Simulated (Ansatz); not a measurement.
The calculation's input:

```
crystal:
  lattice:
    - [10.774038296, 0.0, 0.0]
    - [0.0, 3.6678437518, 0.0]
    - [0.0, 0.0, 4.4512819952]
  atoms:
    - { symbol: Ge, position: [0.125778969, 0.25, 0.6348514297] }
    - { symbol: Ge, position: [0.874221031, 0.75, 0.3651485703] }
    - { symbol: Ge, position: [0.374221031, 0.75, 0.1348514297] }
    - { symbol: Ge, position: [0.625778969, 0.25, 0.8651485703] }
    - { symbol: S, position: [0.8471019409, 0.25, 0.0028091294] }
    - { symbol: S, position: [0.1528980591, 0.75, 0.9971908706] }
    - { symbol: S, position: [0.6528980591, 0.75, 0.5028091294] }
    - { symbol: S, position: [0.3471019409, 0.25, 0.4971908706] }
basis:
  ecutwfc: 500
kpoints:
  mp_grid: { grid: [4, 8, 6] }
  band_path:
    path:
      - [[0.0, 0.0, 0.0], [0.5, 0.0, 0.0], [0.5, 0.5, 0.0], [0.0, 0.5, 0.0], [0.0, 0.0, 0.0], [0.0, 0.0, 0.5], [0.5, 0.0, 0.5], [0.5, 0.5, 0.5], [0.0, 0.5, 0.5], [0.0, 0.0, 0.5]]
      - [[0.5, 0.0, 0.0], [0.5, 0.0, 0.5]]
      - [[0.0, 0.5, 0.0], [0.0, 0.5, 0.5]]
      - [[0.5, 0.5, 0.0], [0.5, 0.5, 0.5]]
    npoints: 14
hamiltonian:
  xc: r2scan
scf:
  occupations: { method: gaussian, width: 0.02 }
  n_extra_bands: 20
output:
  forces: true
  stress: true
  eigenvalues: true
  populations: true
  dos: { projected: true, de: 0.02, nscf_kmesh: { grid: [6, 12, 9] } }
  bader: true
  write_density: true
  write_potential: true
  elf: true
  volumetric_format: npy
```

Launched as:

```sh
ansatz run input.yaml --threads 1 --pin off --max-ram 2560MiB --backend cpu --events-out ev --progress --plain --runs-dir out
```

Below, planes, directions and counts refer to the conventional cell (a = 10.77 Å, b = 3.67 Å, c = 4.45 Å, α = 90.00°, β = 90.00°, γ = 90.00°).

Space group Pnma; a structure generated by program, which may or may not match a known phase.

Level of theory: Ansatz, DFT r2SCAN, scalar-relativistic, plane waves, PAW.

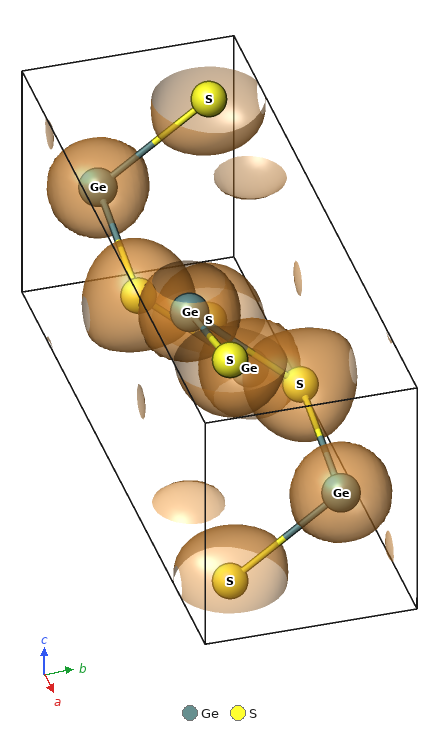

GeS. Isosurface of the valence electron density at 0.6 e/Å³ (orange), seen at an oblique angle. Sticks mark near contacts.

In a PAW calculation such maps are meaningful between the atoms, not at the nuclei.

Which contacts does the surface bridge?

Answer. At this value the density breaks into separate islands; it holds about 70 % of the electrons treated as valence (semicore included). It bridges none of the near contacts. It is pinched off along the shortest Ge–S (2.46 Å) contacts. On the grid the lowest density along these lines, outside the cores, is 0.46 e/Å³ (Ge–S, 2.46 Å).
